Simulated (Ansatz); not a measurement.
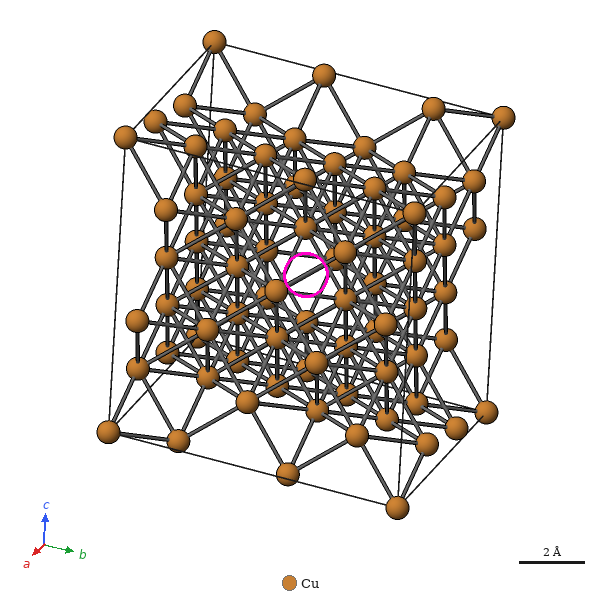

Shown here is a ball-and-stick view of the crystal, taken slightly off an axis. The parallelepiped is the supercell. The host is Cu, in a cell of 62 sites, and the cell is neutral. A ring marks the defect's site.

**What defect is present?**

A copper vacancy. Around the empty site lie twelve Cu at about 2.5 Å.

The atoms were relaxed in the host's cell with DFT PBE, scalar-relativistic, plane waves, PAW (Ansatz 0.2.0).
